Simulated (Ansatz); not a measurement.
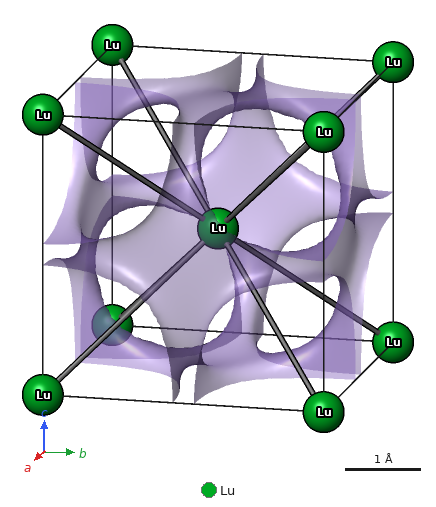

*Lu. Isosurface of the electron localisation function at 0.6 (purple), seen slightly off an axis. Core shells and regions of very low density are left out. Sticks mark near contacts.*

Space group Im-3m; a structure from a database of computed crystals, not necessarily the ambient phase.

Computed with Kohn-Sham DFT of a periodic cell, r2SCAN0, Ansatz PAW (Ansatz 0.2.0).

Core electrons are frozen (PAW), and the valence fields are smoothed inside the atomic spheres.

### Describe the localisation domains.

The ELF exceeds this value in one network that runs through the whole crystal, counted in one cell of 2 atoms. Regions shared between cells count once. There are no localised bonds or lone pairs at this value. Along the contacts the grid gives the following. Lu–Lu (3.38 Å): the ELF is about 0.15 at the midpoint; no localised pair shows between them.
